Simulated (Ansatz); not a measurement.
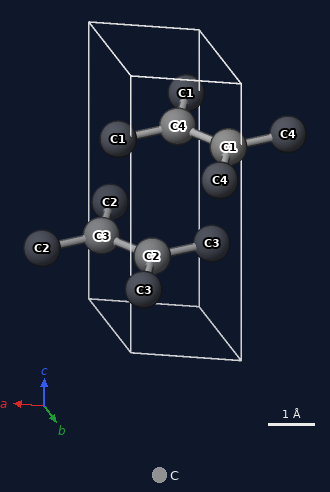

Figure 1. The input geometry (ball-and-stick view of the cell of the calculation, seen at an oblique angle; neighbours outside the cell are drawn fainter; atoms are numbered from 1 in the order of the input). An atom can appear more than once, as a periodic image. Near neighbours in the periodic cell (some may lie outside the picture): C has 3 C at 1.42 Å.

Single-point calculation of C

- system: C (Cmme, 4 atoms in the cell)
- method: DFT LDA, scalar-relativistic, plane waves, PAW, no spin polarisation (Ansatz 0.2.0)

The structure derives from a Materials Project entry. Figures and captions count atoms from 1; the log counts them from 0 in places.

### Input file
```yaml
crystal:
  lattice:
    - [1.22804797, -2.12706182, 0.0]
    - [1.22804797, 2.12706182, 0.0]
    - [0.0, 0.0, 7.17326776]
  atoms:
    - { symbol: C, position: [0.08337946, 0.91662054, 0.7531376] }
    - { symbol: C, position: [0.58337946, 0.41662054, 0.2468624] }
    - { symbol: C, position: [0.91662054, 0.08337946, 0.2468624] }
    - { symbol: C, position: [0.41662054, 0.58337946, 0.7531376] }
basis:
  ecutwfc: 420
kpoints:
  mp_grid: { grid: [18, 18, 6] }
hamiltonian:
  xc: lda
scf:
  occupations: { method: gaussian, width: 0.1 }
output:
  forces: true
  stress: true
  eigenvalues: true
  populations: true
  write_density: true
  write_potential: true
  elf: true
  volumetric_format: npy
```

Launch command:
```bash
ansatz run input.yaml --threads 1 --pin off --max-ram 2560MiB --backend cpu --events-out ev --progress --plain --runs-dir out
```

### The program's output
```
Engine: ansatz 0.2.0, x86_64-unknown-linux-gnu
Pseudopotentials: kind: paw
Pseudopotential: C, paw, valence charge 4, recommended cutoff 420 eV (normal), C.paw.azcp
Functional definition: SPW92
  exchange = slater_x
  correlation = pw_c
Crystal: 4 atoms, lattice volume = 37.475 Å³
Basis set: ecut = 420 eV, 713 PW (Γ)
Bands: 12, of which v1, the nominal top of the filled ones, is band 8 counted from 1 (7 counted from 0)
Symmetry: 8 space group operations
Space group: Cmme (ITA 67), of the structure as read, at distance tolerance 3.3e-5 Å
k-points: 364 of 1944
Non-local potential: C, projectors of the file, l = 0: 2, l = 1: 2, l = 2: 1
PAW form: soft (Blöchl's): semilocal exchange-correlation on the pseudo side does not see the compensation charge
PAW frozen core: C, regenerated for the run's functional, and the local potential with it (the file was generated under x = pbe(κ = 0.804, μ = 0.2195149727645171), c = pbe(β = 0.06672455060314922))
PAW one-centre angular grid: C, 110 points (default); XC on 64 Gauss nodes
Initial density: superposition of atomic densities (neutral atoms: chi_scale 0, normalization atom), corrected by the library's trained network
Initial wavefunctions: pseudopotential atomic-orbital guess
Functional: x = slater, c = lda
SCF iter   1: F=—  HF=-971.912639 eV  |F-HF|=—  |Δ(HF+E_count)|=         —  Δρ=6.14e-3  dr2=4.70e-3  ethr=1.77e-3  ⟨swp⟩=5.3  Hψ=24078  notcnv=0
preconditioner: auto → none  [metal: Δε(μ)=0.024 eV  Ē_g=15.501 eV  σ=0.100 eV  W_gap=0.14  n_scr=4 (ndim 8)  ℏωp=24.3 eV  f_vac=0.055  D(μ)=0.08/eV (n_scr^D=0)  sad-step TF]
SCF iter   2: F=—  HF=-971.911879 eV  |F-HF|=—  |Δ(HF+E_count)|=   7.59e-4  Δρ=3.40e-3  dr2=1.58e-3  ethr=2.94e-5  ⟨swp⟩=1.2  Hψ=7452  notcnv=0
SCF iter   3: F=—  HF=-971.911470 eV  |F-HF|=—  |Δ(HF+E_count)|=   4.09e-4  Δρ=1.28e-4  dr2=8.71e-6  ethr=9.86e-6  ⟨swp⟩=2.0  Hψ=6934  notcnv=0
SCF iter   4: F=—  HF=-971.911477 eV  |F-HF|=—  |Δ(HF+E_count)|=   7.04e-6  Δρ=8.91e-5  dr2=1.57e-5  ethr=5.44e-8  ⟨swp⟩=2.5  Hψ=7957  notcnv=0
SCF iter   5: F=—  HF=-971.911473 eV  |F-HF|=—  |Δ(HF+E_count)|=   4.24e-6  Δρ=1.55e-5  dr2=1.10e-7  ethr=5.44e-8  ⟨swp⟩=2.1  Hψ=6074  notcnv=0
SCF iter   6: F=-971.911473 eV  HF=-971.911473 eV  |F-HF|=2.00e-10  |Δ(HF+E_count)|=   3.97e-8  Δρ=1.02e-6  dr2=5.10e-10  ethr=6.25e-10  ⟨swp⟩=9.3  Hψ=27839  notcnv=0
SCF 1 converged in 6 iterations: F = -971.911473 eV  dr2 = 5.10e-10
  greatest PAW one-centre occupation: 0.667 electrons in one spin orbital (limit 2), on the C atom at site 3 (counted from 0), in its partial waves of l = 0
```

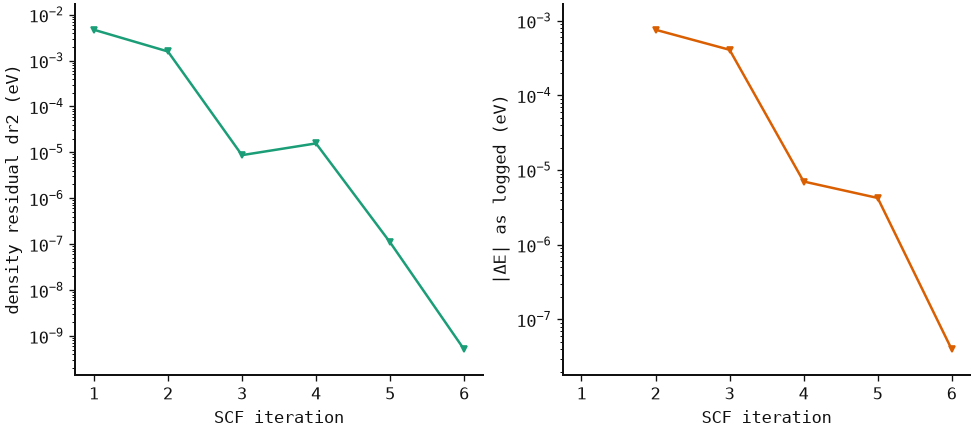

Figure 2. Convergence of the self-consistent field: density residual dr2 and size of the energy change against the SCF iteration. The residual falls almost steadily, with no more than small rises.

```
SCF converged after 6 iterations
Free energy (F): -971.911473 eV
Harris-Foulkes:  -971.911473 eV  (|F-HF|=2.00e-10)
Internal energy: -971.911079 eV  (E = F + TS)
E sigma→0 (E₀):  -971.911276 eV
Entropy (-TS):   -0.000394 eV (-0.098 meV/atom)
Fermi energy:    6.051270 eV
--- Per-component energies (eV) ---
  E_band       = -48.566418
  E_kinetic    = 364.313158
  E_local      = -691.601541  (includes V_loc(G=0)·N_el)
  E_nonlocal   = 113.845262
  E_hartree    = 216.017305
  E_xc         = -190.114357
  E_vxc        = -236.360563  (∫ρ·V_xc dr)
  E_paw        = -367.668887  (= ΣΔE_a)
  E_vpaw       = -30.797575  (= ΣTr[D̂ρ^β])
  E_aug_tail   = 0.000035  (compensation charges beyond the density's cutoff)
  E_ewald      = -416.953384
  E_core_change = 0.251330  (= ΣΔE_core)
  E_smearing   = -0.000394  (= −TS)
  E_closure    = 0.000000  (closes the sum)
  Σ components = -971.911473   (vs F -971.911473, Δ=0.00e0)
--- Forces (eV/Å), atoms counted from 1 ---
  atom   1  C      0.00000000     0.02590503    -0.00289814
  atom   2  C      0.00000000     0.02590503     0.00289814
  atom   3  C     -0.00000000    -0.02590503     0.00289814
  atom   4  C     -0.00000000    -0.02590503    -0.00289814
  max |Σ_I F_I| component: 3.33e-16 eV/Å
--- Stress (GPa, compression-positive) ---
       -5.254590      -0.000000       0.000000
       -0.000000      -5.414600      -0.000000
        0.000000      -0.000000      -1.103679
  P = ⅓ Tr σ = -3.9243 GPa (-39.243 kbar)
--- Band table (eV; the first three rows and the last of 364) ---
  k-point 0: bands = ["-13.4119", "-13.2226", "-2.3488", "-0.8937", "3.0409", "3.0464", "3.0472", "3.0654", "9.4074", "14.3975", "14.4310", "14.4519"]
  k-point 1: bands = ["-13.3998", "-13.2357", "-2.2655", "-1.0097", "3.0413", "3.0467", "3.0489", "3.0643", "9.6814", "14.1033", "14.4018", "14.4323"]
  k-point 2: bands = ["-13.3669", "-13.2708", "-2.0311", "-1.3072", "3.0423", "3.0454", "3.0519", "3.0611", "10.4473", "12.8965", "14.4106", "14.4357"]
  k-point 363: bands = ["-8.0028", "-7.9879", "-7.1617", "-7.1504", "-0.3685", "-0.3648", "3.6384", "3.7170", "7.6250", "7.6978", "13.6331", "13.6584"]
--- Löwdin populations: 4 sites ---
  site symbol       q [e]
     0      C      3.9654
     1      C      3.9654
     2      C      3.9654
     3      C      3.9654
  spilling = 0.008645 (of n_electrons = 16.000000)
```

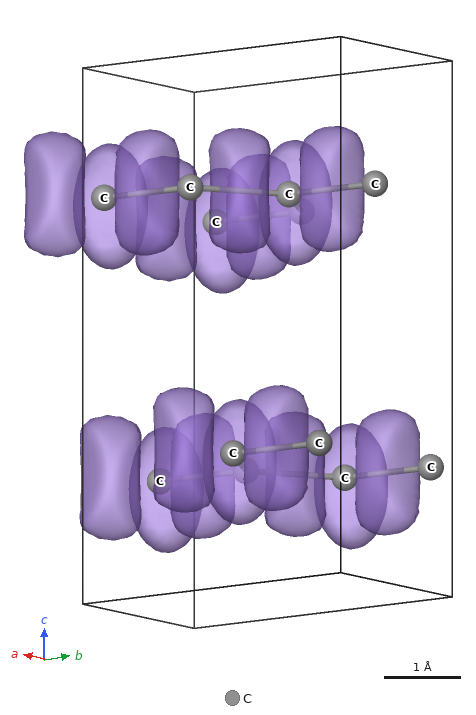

Figure 3. Isosurface of the ELF at 0.7 (purple), seen at an oblique angle. Only the valence region is drawn (cores and ρ < 0.01 e/Å³ removed). Sticks mark near contacts. The outline is the cell set on symmetry axes. The ELF exceeds this value in twelve regions between bonded C–C atoms (shared pairs), counted in one cell of 8 atoms.  Values along the shortest contacts: C–C (1.42 Å): the ELF peaks at about 0.95 between the atoms (a shared electron pair). Core electrons are frozen (PAW), so the fields are smoothed inside the atomic spheres.

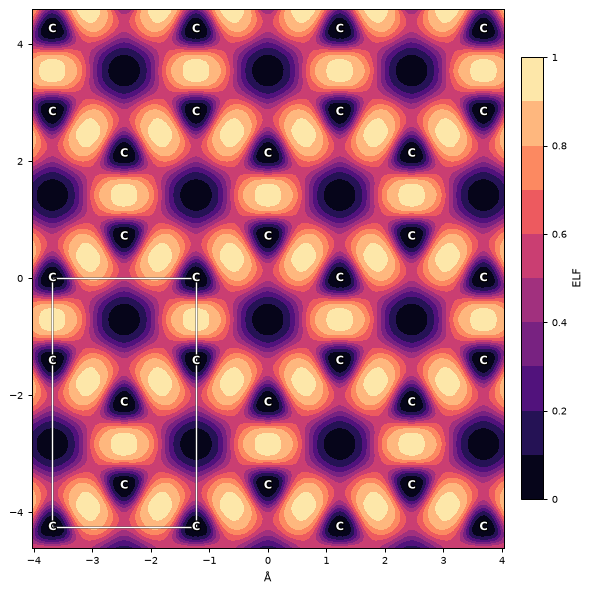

Figure 4. ELF on the (001) plane of the conventional cell. The section cuts through C sites. C–C (1.42 Å): the ELF peaks at about 0.95 between the atoms (a covalent bond).

### Summary

| quantity | value |
| --- | --- |
| outcome | converged |
| space group (tolerance 0.01 Å) | Cmme (67) |
| electrons treated | 16 |
| free energy | −971.9115 eV |
| Fermi energy | 6.051 eV |
| gap on the k-point mesh | 0.02 eV |
| pressure | −3.92 GPa |
| largest force (length of the vector) | 0.026 eV/Å |
| hardware | 1 thread of AMD EPYC (Zen 3), 189 GiB of memory available, shared host |
| wall time | 24 s |
| peak memory | 0.43 GiB |
